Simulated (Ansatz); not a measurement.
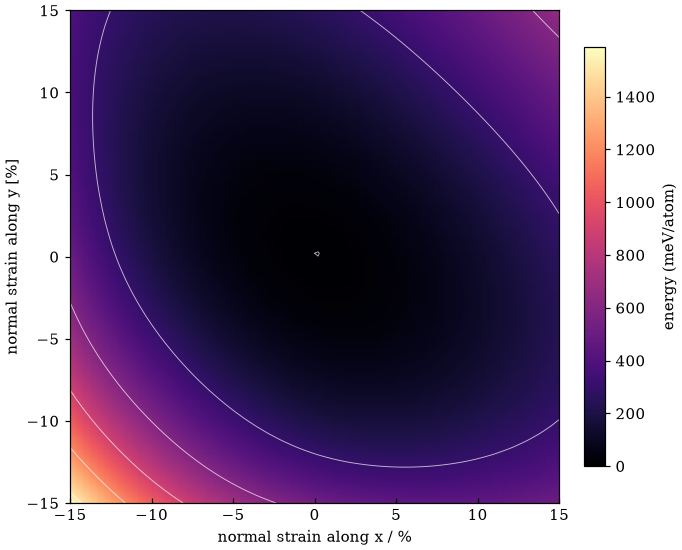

PtSe₂ (P-3m1, No. 164; 3 atoms in the cell). 
- The energy is mapped over two homogeneous strains (x along [1 0 0], y along [1 2 0], z along [0 0 1] of the conventional cell).
- Coordinates scanned: (1) normal strain along x; (2) normal strain along y.
- Nothing is relaxed (fractional coordinates fixed).
- The scan uses a 5 × 5 grid.
- Points are written as (first, second).
- All energies are given in meV/atom relative to the lowest grid point.
- Method: DFT PBEsol+D3(BJ), scalar-relativistic, plane waves, PAW (Ansatz). Settings: cutoff 420 eV, k-mesh 12×12×8 in the order of the run's cell vectors, gaussian smearing 0.15 eV, no spin polarisation.

In the figure: a smooth colour map with a few white contour lines. Between grid points the surface is interpolated.

The lowest grid point is at (0.0 %, 0.0 %). It is the only kind of minimum in the scanned range. The highest grid point, (−15.0 %, −15.0 %), lies 1587 meV/atom above the lowest. Round the minimum the valley is somewhat tilted: raising normal strain along x shifts the best value of normal strain along y downwards (coupling k₁₂/√(k₁₁k₂₂) about 0.4).

The level of theory is changed to DFT PBE+D3(BJ), scalar-relativistic, plane waves, PAW in Ansatz; with it change the cell, relaxed at the new level (first cell vector 3.772 Å, before 3.739 Å).

### What does this change do to the map?

The lowest place stays at (0.0 %, 0.0 %). The span from the lowest to the highest grid point shrinks from 1587 to 1473 meV/atom. The curvature at the minimum changes from about 270 to 240 GPa along normal strain along x and from about 270 to 240 GPa along normal strain along y.

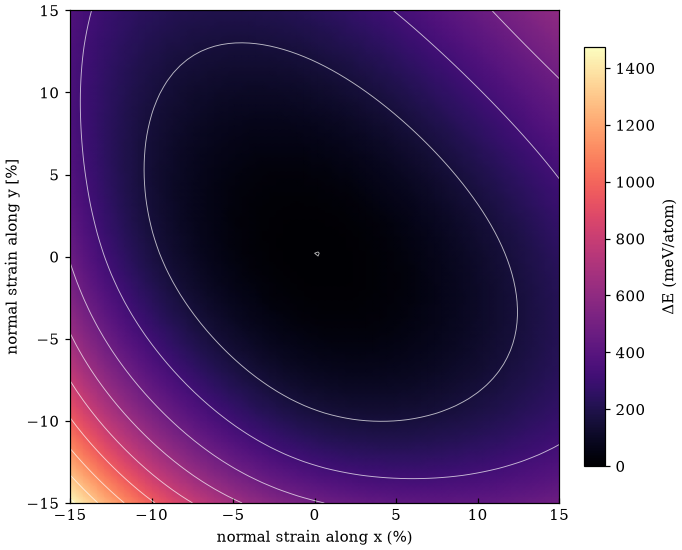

The map after the change, on a colour scale of its own. Drawn: a smooth colour map with a few white contour lines. Between grid points the surface is interpolated.

PAW datasets: the set soft_1.
